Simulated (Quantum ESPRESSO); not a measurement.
CuO: single-point calculation (part 1 of 2)

System: CuO (4 atoms in the cell).
Method: Kohn-Sham DFT of a periodic cell, PBE, SSSP 1.3 efficiency PBE, no spin polarisation (Quantum ESPRESSO 7.5).

The structure derives from a Materials Project entry.

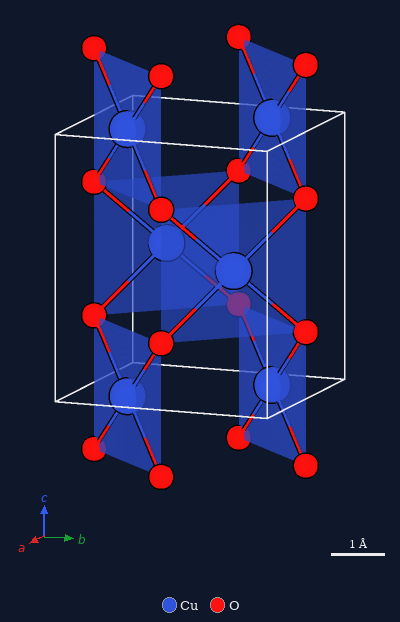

Fig. 1: The structure as given in the input (polyhedral view of the cell 2 times as large as that of the calculation, set on its symmetry axes, seen slightly off an axis; polyhedra are completed across the faces of the cell).

## Key numbers

| quantity | value |
| --- | --- |
| outcome | converged |
| space group (tolerance 0.01 Å) | Cccm (66) |
| electrons treated | 34 |
| free energy | −6930.8440 eV |
| Fermi energy | 8.689 eV |
| gap on the k-point mesh | none (metallic) |
| pressure | 1.21 GPa |
| largest force (length of the vector) | under 0.001 eV/Å |
| hardware | 1 thread of AMD EPYC (Zen 3), 192 GiB of memory available, shared host |
| wall time | 97 s |
| peak memory | 0.29 GiB |

The run has no spin polarisation, so a magnetic state may lie lower.

## Input
```
&CONTROL
  calculation = 'scf'
  prefix = 'pwscf'
  outdir = './tmp'
  pseudo_dir = './pseudo'
  tprnfor = .true.
  tstress = .true.
  disk_io = 'nowf'
/
&SYSTEM
  ibrav = 0
  nat = 4
  ntyp = 2
  ecutwfc = 55
  ecutrho = 440
  nbnd = 25
  occupations = 'smearing'
  smearing = 'fd'
  degauss = 0.00367493
/
&ELECTRONS
  conv_thr = 8d-10
  electron_maxstep = 120
  mixing_beta = 0.5
/
ATOMIC_SPECIES
Cu    63.5460 Cu.paw.z_11.ld1.psl.v1.0.0-low.upf
O     15.9990 O.pbe-n-kjpaw_psl.0.1.UPF
CELL_PARAMETERS angstrom
   1.9909680000   -2.1535500000    0.0000000000
   1.9909680000    2.1535500000    0.0000000000
   0.0000000000    0.0000000000    5.1559280000
ATOMIC_POSITIONS crystal
Cu     0.5000000000    0.0000000000    0.0000000000
Cu     0.0000000000    0.5000000000    0.5000000000
O      0.5000000000    0.5000000000    0.2500000000
O      0.5000000000    0.5000000000    0.7500000000
K_POINTS automatic
9 9 5 0 0 0
```

Run as:
```bash
OMP_NUM_THREADS=1 pw.x -in pw.in > pw.out
```

## What the program printed
```
This program is part of the open-source Quantum ESPRESSO suite
     for quantum simulation of materials; please cite
         "P. Giannozzi et al., J. Phys.:Condens. Matter 21 395502 (2009);
         "P. Giannozzi et al., J. Phys.:Condens. Matter 29 465901 (2017);
         "P. Giannozzi et al., J. Chem. Phys. 152 154105 (2020);
          URL
     in publications or presentations arising from this work. More details at

     file Cu.paw.z_11.ld1.psl.v1.0.0-low.upf: wavefunction(s)  4S 3D renormalized
     file O.pbe-n-kjpaw_psl.0.1.UPF: wavefunction(s)  2P renormalized
     Message from routine setup:
     using ibrav=0 with symmetry is DISCOURAGED, use correct ibrav instead

     G-vector sticks info
     --------------------
     sticks:   dense  smooth     PW     G-vecs:    dense   smooth      PW
     Sum        1071     539    167                46599    16389    2795

     Using Slab Decomposition

     bravais-lattice index     =            0
     lattice parameter (alat)  =       5.5423  a.u.
     unit-cell volume          =     298.3683 (a.u.)^3
     number of atoms/cell      =            4
     number of atomic types    =            2
     number of electrons       =        34.00
     number of Kohn-Sham states=           25
     kinetic-energy cutoff     =      55.0000  Ry
     charge density cutoff     =     440.0000  Ry
     scf convergence threshold =      8.0E-10
     mixing beta               =       0.5000
     number of iterations used =            8  plain     mixing
     Exchange-correlation= SLA  PW   PBX  PBC
                           (   1   4   3   4   0   0   0)

     celldm(1)=   5.542323  celldm(2)=   0.000000  celldm(3)=   0.000000
     celldm(4)=   0.000000  celldm(5)=   0.000000  celldm(6)=   0.000000

     crystal axes: (cart. coord. in units of alat)
               a(1) = (   0.678846  -0.734281   0.000000 )
               a(2) = (   0.678846   0.734281   0.000000 )
               a(3) = (   0.000000   0.000000   1.757980 )

     reciprocal axes: (cart. coord. in units 2 pi/alat)
               b(1) = (  0.736544 -0.680939  0.000000 )
               b(2) = (  0.736544  0.680939 -0.000000 )
               b(3) = ( -0.000000  0.000000  0.568835 )

     PseudoPot. # 1 for Cu read from file:
     Cu.paw.z_11.ld1.psl.v1.0.0-low.upf
     Pseudo is Projector augmented-wave + core cor, Zval = 11.0
     Generated using &quot;atomic&quot; code by A. Dal Corso  v.6.3MaX
     Shape of augmentation charge: PSQ
     Using radial grid of 1199 points,  6 beta functions with:
                l(1) =   0
                l(2) =   0
                l(3) =   1
                l(4) =   1
                l(5) =   2
                l(6) =   2
     Q(r) pseudized with 0 coefficients

     PseudoPot. # 2 for O  read from file:
     O.pbe-n-kjpaw_psl.0.1.UPF
     Pseudo is Projector augmented-wave + core cor, Zval =  6.0
     Generated using "atomic" code by A. Dal Corso  v.5.0.99 svn rev. 10869
     Shape of augmentation charge: BESSEL
     Using radial grid of 1095 points,  4 beta functions with:
                l(1) =   0
                l(2) =   0
                l(3) =   1
                l(4) =   1
     Q(r) pseudized with 0 coefficients

     atomic species   valence    mass     pseudopotential
     Cu               11.00    63.54600     Cu( 1.00)
     O                 6.00    15.99900     O ( 1.00)

      8 Sym. Ops., with inversion, found ( 4 have fractional translation)

   Cartesian axes

     site n.     atom                  positions (alat units)
         1        Cu     tau(   1) = (   0.3394231  -0.3671403   0.0000000  )
         2        Cu     tau(   2) = (   0.3394231   0.3671403   0.8789900  )
         3        O      tau(   3) = (   0.6788461   0.0000000   0.4394950  )
         4        O      tau(   4) = (   0.6788461   0.0000000   1.3184849  )

     number of k points=    75  Fermi-Dirac smearing, width (Ry)=  0.0037
                       cart. coord. in units 2pi/alat
        k(    1) = (   0.0000000   0.0000000   0.0000000), wk =   0.0049383
        k(    2) = (   0.0000000   0.0000000   0.1137669), wk =   0.0098765
        k(    3) = (   0.0000000   0.0000000   0.2275339), wk =   0.0098765
        k(    4) = (   0.0818382   0.0756598   0.0000000), wk =   0.0197531
        k(    5) = (   0.0818382   0.0756598   0.1137669), wk =   0.0395062
        k(    6) = (   0.0818382   0.0756598   0.2275339), wk =   0.0395062
        k(    7) = (   0.1636764   0.1513197   0.0000000), wk =   0.0197531
        k(    8) = (   0.1636764   0.1513197   0.1137669), wk =   0.0395062
        k(    9) = (   0.1636764   0.1513197   0.2275339), wk =   0.0395062
        k(   10) = (   0.2455146   0.2269795   0.0000000), wk =   0.0197531
        k(   11) = (   0.2455146   0.2269795   0.1137669), wk =   0.0395062
        k(   12) = (   0.2455146   0.2269795   0.2275339), wk =   0.0395062
        k(   13) = (   0.3273529   0.3026394   0.0000000), wk =   0.0197531
        k(   14) = (   0.3273529   0.3026394   0.1137669), wk =   0.0395062
        k(   15) = (   0.3273529   0.3026394   0.2275339), wk =   0.0395062
        k(   16) = (   0.1636764  -0.0000000   0.0000000), wk =   0.0098765
        k(   17) = (   0.1636764  -0.0000000   0.1137669), wk =   0.0197531
        k(   18) = (   0.1636764  -0.0000000   0.2275339), wk =   0.0197531
        k(   19) = (   0.2455146   0.0756598   0.0000000), wk =   0.0197531
        k(   20) = (   0.2455146   0.0756598   0.1137669), wk =   0.0395062
        k(   21) = (   0.2455146   0.0756598   0.2275339), wk =   0.0395062
        k(   22) = (   0.3273529   0.1513197   0.0000000), wk =   0.0197531
        k(   23) = (   0.3273529   0.1513197   0.1137669), wk =   0.0395062
        k(   24) = (   0.3273529   0.1513197   0.2275339), wk =   0.0395062
        k(   25) = (   0.4091911   0.2269795   0.0000000), wk =   0.0197531
        k(   26) = (   0.4091911   0.2269795   0.1137669), wk =   0.0395062
        k(   27) = (   0.4091911   0.2269795   0.2275339), wk =   0.0395062
        k(   28) = (  -0.2455146  -0.3782992   0.0000000), wk =   0.0197531
        k(   29) = (  -0.2455146  -0.3782992   0.1137669), wk =   0.0395062
        k(   30) = (  -0.2455146  -0.3782992   0.2275339), wk =   0.0395062
        k(   31) = (  -0.1636764  -0.3026394   0.0000000), wk =   0.0197531
        k(   32) = (  -0.1636764  -0.3026394   0.1137669), wk =   0.0395062
        k(   33) = (  -0.1636764  -0.3026394   0.2275339), wk =   0.0395062
        k(   34) = (  -0.0818382  -0.2269795   0.0000000), wk =   0.0197531
        k(   35) = (  -0.0818382  -0.2269795   0.1137669), wk =   0.0395062
        k(   36) = (  -0.0818382  -0.2269795   0.2275339), wk =   0.0395062
        k(   37) = (  -0.0000000  -0.1513197   0.0000000), wk =   0.0098765
        k(   38) = (  -0.0000000  -0.1513197   0.1137669), wk =   0.0197531
        k(   39) = (  -0.0000000  -0.1513197   0.2275339), wk =   0.0197531
        k(   40) = (   0.3273529  -0.0000000   0.0000000), wk =   0.0098765
        k(   41) = (   0.3273529  -0.0000000   0.1137669), wk =   0.0197531
        k(   42) = (   0.3273529  -0.0000000   0.2275339), wk =   0.0197531
        k(   43) = (   0.4091911   0.0756598   0.0000000), wk =   0.0197531
        k(   44) = (   0.4091911   0.0756598   0.1137669), wk =   0.0395062
        k(   45) = (   0.4091911   0.0756598   0.2275339), wk =   0.0395062
        k(   46) = (   0.4910293   0.1513197   0.0000000), wk =   0.0197531
        k(   47) = (   0.4910293   0.1513197   0.1137669), wk =   0.0395062
        k(   48) = (   0.4910293   0.1513197   0.2275339), wk =   0.0395062
        k(   49) = (  -0.1636764  -0.4539591   0.0000000), wk =   0.0197531
        k(   50) = (  -0.1636764  -0.4539591   0.1137669), wk =   0.0395062
        k(   51) = (  -0.1636764  -0.4539591   0.2275339), wk =   0.0395062
        k(   52) = (  -0.0818382  -0.3782992   0.0000000), wk =   0.0197531
        k(   53) = (  -0.0818382  -0.3782992   0.1137669), wk =   0.0395062
        k(   54) = (  -0.0818382  -0.3782992   0.2275339), wk =   0.0395062
        k(   55) = (   0.0000000  -0.3026394   0.0000000), wk =   0.0098765
        k(   56) = (   0.0000000  -0.3026394   0.1137669), wk =   0.0197531
        k(   57) = (   0.0000000  -0.3026394   0.2275339), wk =   0.0197531
        k(   58) = (   0.4910293   0.0000000   0.0000000), wk =   0.0098765
        k(   59) = (   0.4910293   0.0000000   0.1137669), wk =   0.0197531
        k(   60) = (   0.4910293   0.0000000   0.2275339), wk =   0.0197531
        k(   61) = (   0.5728675   0.0756598   0.0000000), wk =   0.0197531
        k(   62) = (   0.5728675   0.0756598   0.1137669), wk =   0.0395062
        k(   63) = (   0.5728675   0.0756598   0.2275339), wk =   0.0395062
        k(   64) = (  -0.0818382  -0.5296189   0.0000000), wk =   0.0197531
        k(   65) = (  -0.0818382  -0.5296189   0.1137669), wk =   0.0395062
        k(   66) = (  -0.0818382  -0.5296189   0.2275339), wk =   0.0395062
        k(   67) = (  -0.0000000  -0.4539591   0.0000000), wk =   0.0098765
        k(   68) = (  -0.0000000  -0.4539591   0.1137669), wk =   0.0197531
        k(   69) = (  -0.0000000  -0.4539591   0.2275339), wk =   0.0197531
        k(   70) = (   0.6547057  -0.0000000   0.0000000), wk =   0.0098765
        k(   71) = (   0.6547057  -0.0000000   0.1137669), wk =   0.0197531
        k(   72) = (   0.6547057  -0.0000000   0.2275339), wk =   0.0197531
        k(   73) = (   0.0000000  -0.6052788   0.0000000), wk =   0.0098765
        k(   74) = (   0.0000000  -0.6052788   0.1137669), wk =   0.0197531
        k(   75) = (  -0.0000000  -0.6052788   0.2275339), wk =   0.0197531

     Dense  grid:    46599 G-vectors     FFT dimensions: (  40,  40,  72)

     Smooth grid:    16389 G-vectors     FFT dimensions: (  27,  27,  48)

     Initial potential from superposition of free atoms

     starting charge      33.9995, renormalised to      34.0000
     Starting wfcs are   26 randomized atomic wfcs

     Self-consistent Calculation

     iteration #  1     ecut=    55.00 Ry     beta= 0.50
     Davidson diagonalization with overlap
     ethr =  1.00E-02,  avg # of iterations =  4.2

     total energy              =    -508.88634871 Ry
     estimated scf accuracy    <       1.06795938 Ry

     iteration #  2     ecut=    55.00 Ry     beta= 0.50
     Davidson diagonalization with overlap
     ethr =  3.14E-03,  avg # of iterations =  2.0

     total energy              =    -509.09715743 Ry
     estimated scf accuracy    <       2.08721026 Ry

     iteration #  3     ecut=    55.00 Ry     beta= 0.50
     Davidson diagonalization with overlap
     ethr =  3.14E-03,  avg # of iterations =  2.0

     total energy              =    -509.40489994 Ry
     estimated scf accuracy    <       0.01360064 Ry

     iteration #  4     ecut=    55.00 Ry     beta= 0.50
     Davidson diagonalization with overlap
     ethr =  4.00E-05,  avg # of iterations =  4.5

     total energy              =    -509.40743151 Ry
     estimated scf accuracy    <       0.00248145 Ry

     iteration #  5     ecut=    55.00 Ry     beta= 0.50
     Davidson diagonalization with overlap
     ethr =  7.30E-06,  avg # of iterations =  2.4

     total energy              =    -509.40761686 Ry
     estimated scf accuracy    <       0.00009711 Ry

     iteration #  6     ecut=    55.00 Ry     beta= 0.50
     Davidson diagonalization with overlap
     c_bands:  1 eigenvalues not converged
     ethr =  2.86E-07,  avg # of iterations =  3.8

     total energy              =    -509.40763480 Ry
     estimated scf accuracy    <       0.00000876 Ry

     iteration #  7     ecut=    55.00 Ry     beta= 0.50
     Davidson diagonalization with overlap
     ethr =  2.58E-08,  avg # of iterations =  2.1

     total energy              =    -509.40763648 Ry
     estimated scf accuracy    <       0.00000142 Ry

     iteration #  8     ecut=    55.00 Ry     beta= 0.50
     Davidson diagonalization with overlap
     ethr =  4.18E-09,  avg # of iterations =  1.5

     total energy              =    -509.40763665 Ry
     estimated scf accuracy    <       0.00000004 Ry

     iteration #  9     ecut=    55.00 Ry     beta= 0.50
     Davidson diagonalization with overlap
     ethr =  1.29E-10,  avg # of iterations =  3.7

     total energy              =    -509.40763668 Ry
     estimated scf accuracy    <          9.3E-09 Ry

     iteration # 10     ecut=    55.00 Ry     beta= 0.50
     Davidson diagonalization with overlap
     ethr =  2.73E-11,  avg # of iterations =  2.0

     End of self-consistent calculation

          k = 0.0000 0.0000 0.0000 (  2055 PWs)   bands (ev):

   -11.1245  -9.8240   0.5666   3.1999   3.3610   4.9833   5.2515   5.2633
     5.4218   5.7056   6.1948   6.2858   6.3355   6.3496   6.4099   6.8003
     9.2845   9.4701  10.1005  14.8057  15.9730  22.0194  23.1413  23.2552
    23.5350

          k = 0.0000 0.0000 0.1138 (  2071 PWs)   bands (ev):

   -11.0200  -9.9741   0.9531   3.2266   3.3601   4.7959   5.0767   5.0770
     5.1781   5.4212   6.2925   6.3482   6.4015   6.5776   6.6524   6.7077
     9.1300   9.2970  10.6197  13.8579  17.2527  22.1454  22.8974  23.3544
    23.4026

          k = 0.0000 0.0000 0.2275 (  2067 PWs)   bands (ev):

   -10.7308 -10.3349   1.9962   3.2890   3.3423   3.4214   4.8672   4.8719
     5.2647   5.3856   6.3614   6.3694   6.3810   6.5133   7.0439   7.0945
     8.8485   8.9320  11.6379  12.7190  19.2504  21.3185  22.5454  23.2709
    23.6747

          k = 0.0818 0.0757 0.0000 (  2062 PWs)   bands (ev):

   -11.0601  -9.8041   0.6800   3.1746   3.3548   4.3099   5.1163   5.2708
     5.7315   5.7905   5.9518   6.3096   6.3284   6.5142   6.5163   6.8333
     9.1475   9.3914  10.5061  15.2527  15.6422  21.0737  22.6557  23.4302
    23.5789

          k = 0.0818 0.0757 0.1138 (  2065 PWs)   bands (ev):

   -10.9587  -9.9479   1.0469   3.1771   3.3400   4.3288   4.8760   5.0443
     5.3387   5.6328   6.2992   6.3567   6.3990   6.5411   6.6898   6.7961
     8.9250   9.2338  11.0088  14.0791  17.1921  21.1854  22.3670  23.1846
    23.6014

          k = 0.0818 0.0757 0.2275 (  2058 PWs)   bands (ev):

   -10.6787 -10.2947   2.0083   3.0781   3.3132   3.7109   4.3551   4.9221
     5.3571   5.5158   6.3263   6.3558   6.4356   6.5408   7.0259   7.0926
     8.5268   8.9487  11.9680  12.9834  19.2537  21.2872  21.5532  22.2020
    23.9320

          k = 0.1637 0.1513 0.0000 (  2065 PWs)   bands (ev):

   -10.8911  -9.7530   0.9819   3.0884   3.2086   3.4074   4.9155   5.3753
     5.4895   5.8772   6.1147   6.2621   6.3045   6.7236   6.7591   6.8738
     8.8945   9.3067  11.4294  14.7325  16.3464  19.2622  21.7334  23.3906
    23.7479

          k = 0.1637 0.1513 0.1138 (  2070 PWs)   bands (ev):

   -10.7990  -9.8796   1.2907   3.0240   3.2944   3.3837   4.8532   4.9882
     5.4257   5.9008   6.2258   6.3190   6.4190   6.6044   6.8036   6.8862
     8.5618   9.2221  11.8550  14.2100  17.2915  19.3796  21.3400  23.2061
    23.9122

          k = 0.1637 0.1513 0.2275 (  2058 PWs)   bands (ev):

   -10.5493 -10.1836   1.9949   3.0348   3.2934   3.4376   3.8534   5.0805
     5.4355   5.8478   6.2380   6.3006   6.4949   6.6735   6.9082   7.0326
     7.9855   9.0852  12.6530  13.4555  18.9704  19.6431  20.8342  22.0134
    23.9798

          k = 0.2455 0.2270 0.0000 (  2073 PWs)   bands (ev):

   -10.6874  -9.6940   1.3540   2.2382   3.0484   3.4947   4.7386   4.9113
     5.5119   6.0092   6.1822   6.2964   6.4142   6.8190   6.8917   7.0462
     8.8462   9.2284  12.4317  13.7093  17.3627  17.7524  21.2063  22.5134
    23.5402

          k = 0.2455 0.2270 0.1138 (  2061 PWs)   bands (ev):

   -10.6094  -9.7972   1.5847   2.2950   3.0465   3.4064   4.6219   4.9404
     5.5203   6.0050   6.1516   6.3193   6.5063   6.6220   6.9003   7.0248
     8.5092   9.2326  12.7243  13.7945  17.5034  18.0124  20.6706  22.9803
    23.7745

          k = 0.2455 0.2270 0.2275 (  2060 PWs)   bands (ev):

   -10.4098 -10.0369   2.0127   2.4363   3.1514   3.2921   3.9361   5.3049
     5.5182   5.9884   6.1438   6.2617   6.4560   6.6936   6.7773   7.0000
     7.9941   9.2434  13.1467  13.8752  17.8790  18.2750  20.7012  22.4795
    23.8465

          k = 0.3274 0.3026 0.0000 (  2063 PWs)   bands (ev):

   -10.5467  -9.6550   1.6018   1.6938   3.0903   3.5568   4.4716   4.6398
     5.6135   6.1231   6.1324   6.2905   6.4519   6.8291   7.0966   7.1825
     8.9136   9.1757  12.4591  14.1229  15.6511  19.2427  20.9979  21.1654
    23.3202

          k = 0.3274 0.3026 0.1138 (  2055 PWs)   bands (ev):

   -10.4812  -9.7397   1.7336   1.8252   3.0172   3.4283   4.3865   4.9263
     5.6024   6.0732   6.1089   6.3234   6.4340   6.7383   6.9403   7.0634
     8.7223   9.2475  12.6821  14.2726  15.9135  18.9764  20.1512  22.5296
    23.5264

          k = 0.3274 0.3026 0.2275 (  2046 PWs)   bands (ev):

   -10.3245  -9.9271   1.9226   2.1378   2.8843   3.2780   4.1827   5.4655
     5.6139   5.9883   6.0771   6.2900   6.3722   6.4533   6.7225   6.9332
     8.4808   9.3472  13.0142  14.4524  16.6731  17.8580  20.7744  23.1093
    23.7901

          k = 0.1637-0.0000 0.0000 (  2063 PWs)   bands (ev):

   -10.9919  -9.7822   0.8001   3.1417   3.3369   4.1061   4.4681   5.6167
     5.8053   5.8754   5.8884   6.2815   6.3799   6.4461   6.5534   6.9226
     8.9608   9.3728  10.9235  15.3551  15.7383  20.6045  21.7976  22.6022
    23.5360

          k = 0.1637-0.0000 0.1138 (  2071 PWs)   bands (ev):

   -10.8936  -9.9198   1.1483   3.0934   3.3329   4.1786   4.4688   4.9602
     5.6144   5.7179   6.2075   6.3532   6.5038   6.5508   6.5766   6.9418
     8.7993   9.1146  11.3968  14.2414  17.2687  20.6943  21.6119  22.7031
    23.5151

          k = 0.1637-0.0000 0.2275 (  2071 PWs)   bands (ev):

   -10.6222 -10.2532   2.0458   2.8791   3.3790   3.8518   4.3396   4.4402
     5.5308   5.5622   6.2998   6.3396   6.4885   6.5611   6.9975   7.1295
     8.5316   8.6757  12.2897  13.2259  19.3554  20.9741  21.1096  21.8800
    23.2656

          k = 0.2455 0.0757 0.0000 (  2068 PWs)   bands (ev):

   -10.8221  -9.7314   1.1066   3.0760   3.1840   3.3673   4.2799   5.5340
     5.6793   5.9132   6.1365   6.2590   6.3325   6.6021   6.6873   6.9989
     8.6886   9.3164  11.7994  14.6170  16.8104  19.3379  20.8727  21.8861
    23.4221
```
